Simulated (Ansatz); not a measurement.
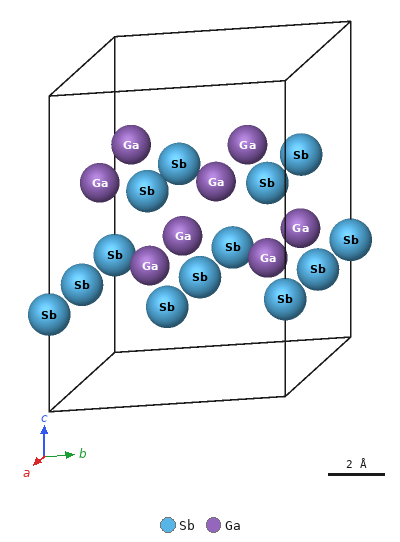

*The structure as given in the input (spheres-only view of the cell of the calculation, with the vacuum cut short, seen slightly off an axis).*

# Single-point calculation, with input and output: GaSb (part 1 of 2)

GaSb (slab, 16 atoms in the cell), computed with DFT PBE, scalar-relativistic, plane waves, PAW, no spin polarisation (Ansatz 0.2.0).

The structure derives from an entry of the Crystallography Open Database. It belongs to a series of runs on one base structure; here: the slab at its places in the relaxed adsorbed structure. Figures and captions count atoms from 1; the log counts them from 0 in places.

### Input
```yaml
crystal:
  lattice:
    - [8.7876985899, 0.0, 0.0]
    - [-4.3938492949, 7.6103702196, 0.0]
    - [0.0, 0.0, 22.484453658]
  atoms:
    - { symbol: Sb, position: [0.5, 0.0, 0.355801396] }
    - { symbol: Sb, position: [0.5, 0.5, 0.355801396] }
    - { symbol: Sb, position: [0.0, 0.0, 0.355801396] }
    - { symbol: Sb, position: [0.0, 0.5, 0.355801396] }
    - { symbol: Ga, position: [0.1666666667, 0.8333333333, 0.3956907678] }
    - { symbol: Ga, position: [0.1666666667, 0.3333333333, 0.3956907678] }
    - { symbol: Ga, position: [0.6666666667, 0.8333333333, 0.3956907678] }
    - { symbol: Ga, position: [0.6666666667, 0.3333333333, 0.3956907678] }
    - { symbol: Sb, position: [0.6670648163, 0.8319287376, 0.5199207113] }
    - { symbol: Sb, position: [0.659881746, 0.3216961052, 0.5186977037] }
    - { symbol: Sb, position: [0.1777848572, 0.8392141252, 0.5187982397] }
    - { symbol: Sb, position: [0.176761027, 0.3219748966, 0.516302675] }
    - { symbol: Ga, position: [0.3281591025, 0.6534848054, 0.5546723617] }
    - { symbol: Ga, position: [0.3364911954, 0.162642233, 0.5679845381] }
    - { symbol: Ga, position: [0.8380001767, 0.6614993068, 0.5435192255] }
    - { symbol: Ga, position: [0.8450940486, 0.1708503063, 0.5546082993] }
basis:
  ecutwfc: 420
kpoints:
  mp_grid: { grid: [3, 3, 1] }
hamiltonian:
  xc: pbe
scf:
  occupations: { method: gaussian, width: 0.1 }
output:
  forces: true
  eigenvalues: true
  write_density: true
  volumetric_format: npy
efield:
  axis: 3
  dipole_correction: true
  ramp_width: 0.04
```

Machine: 4 threads of Arm Neoverse V1, 24 GiB of memory available, shared host.

Launch command:
```bash
ansatz run input.yaml --threads 4 --pin off --max-ram 10240MiB --backend cpu --events-out ev --progress --plain --runs-dir out
```

### The program's output
```
Engine: ansatz 0.2.0, aarch64-unknown-linux-gnu
Pseudopotentials: kind: paw
Pseudopotential: Sb, paw, valence charge 15, recommended cutoff 420 eV (normal), Sb.paw.azcp
Pseudopotential: Ga, paw, valence charge 13, recommended cutoff 420 eV (normal), Ga.paw.azcp
Functional definition: PBE
  parameter kappa = 0.804
  parameter beta = 0.06672455060314922
  exchange = pbe_x(kappa = kappa, mu = beta*pi^2/3)
  correlation = pbe_c(beta = beta)
Crystal: 16 atoms, lattice volume = 1503.707 Å³
Basis set: ecut = 420 eV, 29409 PW (Γ), exchange–correlation on 120×120×320 points (8 copies of the dense FFT grid, shifted against one another)
Bands: 135, of which v1, the nominal top of the filled ones, is band 112 counted from 1 (111 counted from 0)
Symmetry: 1 space group operations
Space group: P1 (ITA 1), of the structure as read, at distance tolerance 1.1e-4 Å
k-points: 5 of 9 (time reversal used)
Non-local potential: Sb, projectors of the file, l = 0: 2, l = 1: 2, l = 2: 2, l = 3: 2
Non-local potential: Ga, projectors of the file, l = 0: 2, l = 1: 2, l = 2: 3, l = 3: 1
PAW form: soft (Blöchl's): semilocal exchange-correlation on the pseudo side does not see the compensation charge
PAW one-centre angular grid: Sb, 590 points (default); XC on 64 Gauss nodes
PAW one-centre angular grid: Ga, 590 points (default); XC on 64 Gauss nodes
Initial density: superposition of atomic densities (neutral atoms: chi_scale 0, normalization atom), corrected by the library's trained network
Initial wavefunctions: pseudopotential atomic-orbital guess
Functional: x = pbe(κ = 0.804, μ = 0.2195149727645171), c = pbe(β = 0.06672455060314922)
SCF iter   1: F=—  HF=-82137.639241 eV  |F-HF|=—  |Δ(HF+E_count)|=         —  Δρ=2.15e-3  dr2=7.06e-1  ethr=1.77e-3  p=0.388 e·Å  D=4.67e-2 V/Å  ΔV_dip=-1.05 eV  dr2_dipole=2.10e-1  V_vac-E_F(+/−)=3.88/4.93 eV  ⟨swp⟩=7.0  Hψ=2674  notcnv=0  defer=9
efield: sawtooth ramp at fractional position 0.9419 (placed from the atoms, in the widest stretch of the axis that holds none; the zero of the levels goes with the place), width 0.0400; the density the first Hamiltonian is built on has a dipole p = 0.388 e·Å; the dipole correction subtracts the counter field D = 4.67e-2 V/Å, which shifts the + side's vacuum level by -1.05 eV against the − side's; the planar-averaged density in the ramp window peaks in size at 1.1e-5 e/Å³
preconditioner: auto → LDOS  [insulator: Δε(μ)=0.231 eV  Ē_g=13.036 eV  σ=0.100 eV  W_gap=0.88  n_scr=188 (ndim 8)  ℏωp=11.5 eV  f_vac=0.639  D(μ)=2.17/eV (n_scr^D=2)  ε∞_Penn≈1.8  β→1.0]
SCF iter   2: F=—  HF=-82137.626884 eV  |F-HF|=—  |Δ(HF+E_count)|=   1.24e-2  Δρ=1.93e-3  dr2=5.92e-1  ethr=3.15e-4  p=0.536 e·Å  D=6.44e-2 V/Å  ΔV_dip=-1.45 eV  dr2_dipole=2.00e-1  V_vac-E_F(+/−)=3.58/5.03 eV  ⟨swp⟩=2.0  Hψ=985  notcnv=0  defer=77
SCF iter   3: F=—  HF=-82137.576036 eV  |F-HF|=—  |Δ(HF+E_count)|=   5.08e-2  Δρ=3.13e-4  dr2=4.45e-3  ethr=2.64e-4  p=0.456 e·Å  D=5.49e-2 V/Å  ΔV_dip=-1.23 eV  dr2_dipole=1.15e-3  V_vac-E_F(+/−)=3.69/4.92 eV  ⟨swp⟩=2.0  Hψ=680  notcnv=0  defer=77
SCF iter   4: F=—  HF=-82137.577018 eV  |F-HF|=—  |Δ(HF+E_count)|=   9.82e-4  Δρ=1.61e-4  dr2=5.40e-4  ethr=1.99e-6  p=0.464 e·Å  D=5.59e-2 V/Å  ΔV_dip=-1.26 eV  dr2_dipole=8.16e-7  V_vac-E_F(+/−)=3.67/4.93 eV  ⟨swp⟩=2.0  Hψ=1059  notcnv=0  defer=77
SCF iter   5: F=—  HF=-82137.576897 eV  |F-HF|=—  |Δ(HF+E_count)|=   1.21e-4  Δρ=6.38e-5  dr2=1.16e-4  ethr=2.41e-7  p=0.464 e·Å  D=5.58e-2 V/Å  ΔV_dip=-1.26 eV  dr2_dipole=9.49e-6  V_vac-E_F(+/−)=3.67/4.93 eV  ⟨swp⟩=2.0  Hψ=1059  notcnv=0  defer=77
SCF iter   6: F=—  HF=-82137.576914 eV  |F-HF|=—  |Δ(HF+E_count)|=   1.64e-5  Δρ=4.02e-5  dr2=5.40e-5  ethr=5.18e-8  p=0.463 e·Å  D=5.57e-2 V/Å  ΔV_dip=-1.25 eV  dr2_dipole=4.38e-6  V_vac-E_F(+/−)=3.67/4.92 eV  ⟨swp⟩=2.0  Hψ=961  notcnv=0  defer=77
SCF iter   7: F=—  HF=-82137.576821 eV  |F-HF|=—  |Δ(HF+E_count)|=   9.34e-5  Δρ=2.05e-5  dr2=2.11e-5  ethr=2.41e-8  p=0.463 e·Å  D=5.57e-2 V/Å  ΔV_dip=-1.25 eV  dr2_dipole=1.39e-6  V_vac-E_F(+/−)=3.67/4.92 eV  ⟨swp⟩=2.0  Hψ=967  notcnv=0  defer=72
SCF iter   8: F=—  HF=-82137.576820 eV  |F-HF|=—  |Δ(HF+E_count)|=   3.08e-7  Δρ=1.22e-5  dr2=9.41e-6  ethr=9.42e-9  p=0.463 e·Å  D=5.57e-2 V/Å  ΔV_dip=-1.25 eV  dr2_dipole=2.01e-6  V_vac-E_F(+/−)=3.67/4.92 eV  ⟨swp⟩=2.6  Hψ=1003  notcnv=0  defer=72
SCF iter   9: F=—  HF=-82137.576820 eV  |F-HF|=—  |Δ(HF+E_count)|=   6.50e-7  Δρ=4.21e-6  dr2=7.20e-7  ethr=4.20e-9  p=0.463 e·Å  D=5.57e-2 V/Å  ΔV_dip=-1.25 eV  dr2_dipole=4.80e-8  V_vac-E_F(+/−)=3.67/4.93 eV  ⟨swp⟩=2.0  Hψ=779  notcnv=0  defer=72
SCF iter  10: F=—  HF=-82137.576820 eV  |F-HF|=—  |Δ(HF+E_count)|=   3.54e-7  Δρ=2.02e-6  dr2=1.96e-7  ethr=3.21e-10  p=0.463 e·Å  D=5.57e-2 V/Å  ΔV_dip=-1.25 eV  dr2_dipole=7.20e-9  V_vac-E_F(+/−)=3.67/4.93 eV  ⟨swp⟩=2.0  Hψ=962  notcnv=0  defer=72
SCF iter  11: F=-82137.576820 eV  HF=-82137.576820 eV  |F-HF|=2.20e-8  |Δ(HF+E_count)|=   2.92e-9  Δρ=9.53e-7  dr2=2.36e-8  ethr=4.46e-11  p=0.463 e·Å  D=5.57e-2 V/Å  ΔV_dip=-1.25 eV  dr2_dipole=7.20e-10  V_vac-E_F(+/−)=3.67/4.93 eV  ⟨swp⟩=16.8  Hψ=3316  notcnv=0
SCF 1 converged in 11 iterations: F = -82137.576820 eV  dr2 = 2.36e-8
  greatest PAW one-centre occupation: 0.996 electrons in one spin orbital (limit 2), on the Sb atom at site 11 (counted from 0), in its partial waves of l = 2
```

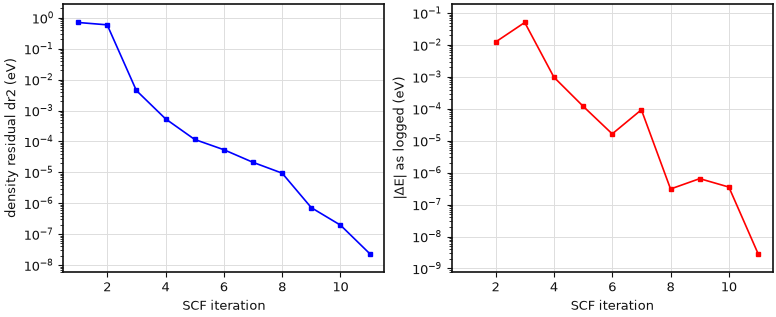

*Convergence of the self-consistent field: density residual dr2 and size of the energy change against the SCF iteration.*

The residual falls at every step.

```
SCF converged after 11 iterations
Free energy (F): -82137.576820 eV
Harris-Foulkes:  -82137.576820 eV  (|F-HF|=2.20e-8)
Internal energy: -82137.537079 eV  (E = F + TS)
E sigma→0 (E₀):  -82137.556950 eV
Entropy (-TS):   -0.039741 eV (-2.484 meV/atom)
Fermi energy:    -0.651830 eV
Dipole field:    D = 0.055751 V/Å  (p = 0.463295 e·Å, saw-weighted, corrected)
Work function:   Φ+ = 3.6719 eV   Φ− = 4.9255 eV
Levels:          The Fermi level and band energies are counted from a zero that moves with the ramp; work functions are not
--- Per-component energies (eV) ---
  E_band       = -3919.790523
  E_kinetic    = 2566.378227
  E_local      = -158197.839220  (includes V_loc(G=0)·N_el)
  E_nonlocal   = 6284.918961
  E_hartree    = 76935.681360
  E_xc         = -1650.430981
  E_vxc        = -1219.089938  (∫ρ·V_xc dr)
  E_paw        = -52502.266507  (= ΣΔE_a)
  E_vpaw       = -7227.513065  (= ΣTr[D̂ρ^β])
  E_aug_tail   = -0.000950  (compensation charges beyond the density's cutoff)
  E_efield     = 0.012915  (sawtooth field / dipole correction)
  E_vefield    = 1.986410  (∫n·V_field dr)
  E_ewald      = 44426.009116
  E_smearing   = -0.039741  (= −TS)
  E_closure    = 0.000000  (closes the sum)
  Σ components = -82137.576820   (vs F -82137.576820, Δ=0.00e0)
--- Forces (eV/Å), atoms counted from 1 ---
  atom   1  Sb     0.01788808    -0.01181728     0.07207918
  atom   2  Sb     0.02357704    -0.00272623     0.15983339
  atom   3  Sb     0.01332557    -0.02114482     0.16037053
  atom   4  Sb     0.01281830    -0.00876612     0.21528060
  atom   5  Ga     0.04716698     0.06797166    -0.34958558
  atom   6  Ga    -0.01516027     0.01096337    -0.53832094
  atom   7  Ga    -0.05708978     0.03377019    -0.24133440
  atom   8  Ga    -0.03357627    -0.07365595    -0.35578048
  atom   9  Sb    -0.09926674     0.05771572     0.36245515
  atom  10  Sb     0.11211590    -0.03957113     0.37200188
  atom  11  Sb     0.09231264    -0.07761151     0.36255507
  atom  12  Sb    -0.09255422     0.05068929     0.60084218
  atom  13  Ga     0.04415743     0.09483009    -0.31011469
  atom  14  Ga     0.01672924    -0.00799075    -0.16710094
  atom  15  Ga    -0.02705412     0.01175620    -0.03222562
  atom  16  Ga    -0.05538899    -0.08441296    -0.31092832
  max |Σ_I F_I| component: 2.70e-5 eV/Å
--- Band table (eV; the first three rows and the last of 5) ---
  k-point 0: bands = ["-29.7246", "-29.7091", "-29.7048", "-29.7035", "-29.6943", "-29.6875", "-29.6870", "-29.6788", "-29.6774", "-29.6747", "-29.6736", "-29.6677", "-29.6661", "-29.6620", "-29.6598", "-29.6502", "-29.6337", "-29.6323", "-29.6265", "-29.6200", "-28.9332", "-28.9312", "-28.9174", "-28.9155", "-28.9137", "-28.8984", "-28.8979", "-28.8970", "-28.8954", "-28.8745", "-28.8739", "-28.8737", "-28.8729", "-28.8728", "-28.8719", "-28.8381", "-28.8373", "-28.8074", "-28.8065", "-28.8026", "-16.0789", "-16.0351", "-16.0342", "-15.9729", "-15.9677", "-15.9615", "-15.9515", "-15.9473", "-15.9415", "-15.9394", "-15.9350", "-15.8700", "-15.8680", "-15.8593", "-15.8522", "-15.7482", "-15.7479", "-15.7422", "-15.6856", "-15.6832", "-15.3452", "-15.3085", "-15.3061", "-15.3032", "-15.2968", "-15.2775", "-15.2735", "-15.2673", "-15.2652", "-15.2599", "-15.2439", "-15.2431", "-15.2381", "-15.2373", "-15.2129", "-15.2111", "-15.2049", "-15.1999", "-15.1825", "-15.1824", "-11.5407", "-10.4274", "-10.2779", "-10.2265", "-10.1874", "-9.1892", "-9.1733", "-9.1374", "-7.1620", "-7.1051", "-7.0708", "-6.5041", "-6.4644", "-6.4376", "-5.4729", "-3.1698", "-3.0609", "-3.0092", "-2.9264", "-2.8510", "-2.7730", "-2.7543", "-1.9057", "-1.8682", "-1.8588", "-1.8519", "-1.8409", "-1.6628", "-1.5907", "-1.5787", "-0.6464", "-0.6400", "-0.4919", "-0.3762", "-0.2005", "-0.0202", "0.1737", "0.5274", "0.6542", "0.8318", "0.9858", "1.0240", "1.0406", "1.1118", "2.1106", "2.1357", "2.2022", "2.5451", "2.5883", "2.9669", "3.2605", "3.2814", "3.6968", "4.0377", "4.0766"]
```
